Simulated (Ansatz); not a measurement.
Nudged elastic band of Sn₃O₈ (part 4 of 4)

Sn₃O₈ (defect cell, 11 atoms in the cell); DFT with PBE, PAW plane waves, no spin polarisation (Ansatz 0.2.0); cutoff 420 eV, 3×3×2 k-mesh, Fermi–Dirac smearing of 0.05 eV. The structure derives from an entry of the Crystallography Open Database. The run did not end well.

Geometry of the input (Å; fractional positions):
```
4.7083  0.0000  0.0000
0.0000  4.7083  0.0000
0.0000  0.0000  6.3331
Sn -0.0022  0.0094  -0.0038
O  0.3162  0.3076  0.0034
O  0.1949  0.7986  0.2497
O  0.6964  0.6956  0.0010
O  0.8015  0.1916  0.2479
Sn 0.0011  -0.0020  0.5026
Sn 0.5021  0.4995  0.7480
O  0.3027  0.3033  0.4988
O  0.1931  0.7908  0.7464
O  0.6916  0.6951  0.5001
O  0.8104  0.1932  0.7473
```

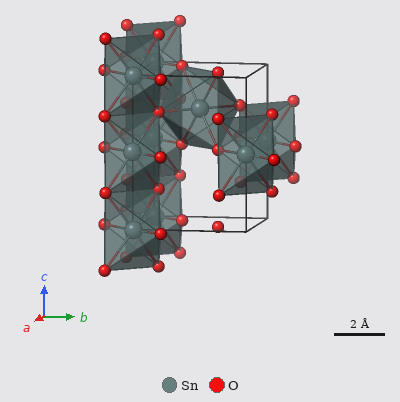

Figure 1. The input geometry (polyhedral view of the cell of the calculation, seen slightly off an axis; polyhedra are completed across the faces of the cell).

### What the run reported

```json
{"quantity": "outcome", "value": "not converged"}
{"quantity": "barrier, forward (band not converged)", "value": "0.728 eV"}
{"quantity": "barrier, backward", "value": "−0.635 eV"}
{"quantity": "hardware", "value": "4 threads of Arm Neoverse V2, 24 GiB of memory available, shared host"}
{"quantity": "wall time", "value": "11 min (CPU time 31 min)"}
{"quantity": "peak memory", "value": "0.83 GiB"}
```

### Diagnosis

The run did not converge: “NEB band did not converge after 40 iterations: max|band force component| = 1.02e0 eV/Å (threshold 5.0e-2); raise `neb.max_iterations` in a new run, which can start from the last band evaluated (`neb.initial_path`, with `crystal.atoms` and `neb.final_atoms` set to its first and last images), add images, or start from endpoints closer to local minima …” Its last values are not results.
